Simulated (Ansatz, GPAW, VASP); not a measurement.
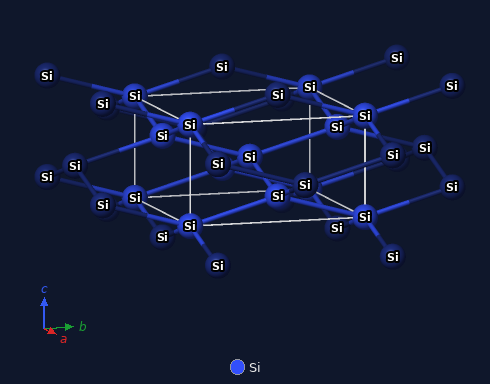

Si, β-tin type, space group I4₁/amd (No. 141), a = 4.743 Å, b = 4.743 Å, c = 2.659 Å, α = 90.00°, β = 90.00°, γ = 90.00° (14.95 Å³/atom). This ball-and-stick model is shown slightly off an axis. The wireframe shows the conventional unit cell. The first bonded neighbours in the surrounding cells are also shown, in fainter colours. The cell is a structure listed in the Materials Project. This isn't the form of Si at room conditions, which is diamond.

The cell was scaled uniformly, at fixed shape and fractional positions, in four programs or potential sets. Alike in all runs: functional PBE; k mesh 11 × 11 × 11 on the run's cell of 2 atoms; occupations fermi-dirac, width 0.05 eV; no spin polarisation; no spin-orbit coupling.

Energies from Ansatz LAPW (all-electron):

| volume (Å³/atom) | E − E(lowest point) (meV/atom) |
| --- | --- |
| 14.053 | 44.66 |
| 14.352 | 25.59 |
| 14.651 | 12.16 |
| 14.950 | 3.81 |
| 15.249 | 0.00 |
| 15.548 | 0.26 |
| 15.847 | 4.15 |

Fit a third-order Birch-Murnaghan equation of state to these points.

V0 = 15.38 Å³/atom, B0 = 107 GPa and B0′ = 4.6. V0 lies 2.9 % above the volume of the cell as given.

The same fit in all programs:

| program | V0 (Å³/atom) | B0 (GPa) | B0′ |
| --- | --- | --- | --- |
| Ansatz LAPW (all-electron) | 15.38 | 107 | 4.6 |
| GPAW (PAW data 1.2.1) | ? | ? | ? |
| Ansatz (Ansatz PAW soft_1) | 15.38 | 107 | 4.7 |
| VASP (PBE potentials, release 64 Si) | 15.37 | 107 | 4.7 |

What does GPAW (PAW data 1.2.1) give?

V0 = 15.44 Å³/atom, B0 = 107 GPa and B0′ = 4.7. The other rows span 15.37 to 15.38 Å³/atom and 107 to 107 GPa.

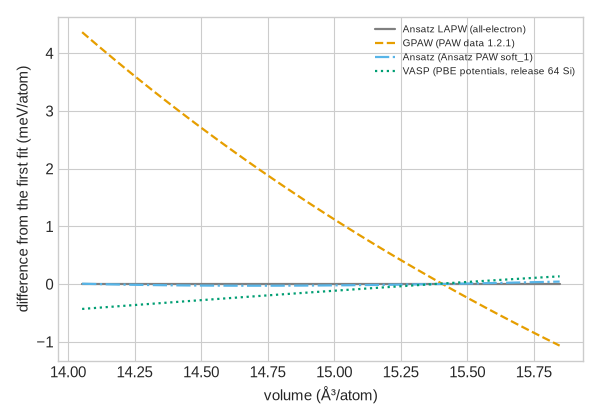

Each fitted curve, counted from its own minimum, less that of Ansatz LAPW (all-electron). With one functional throughout, the spread comes from potentials, basis sets and numerical settings; B0′ is uncertain by a few tenths over so narrow a range.

Caveat: the cell was scaled at fixed shape and fractional positions, which overstates the stiffness of a crystal with free parameters, most of all of layers and chains.
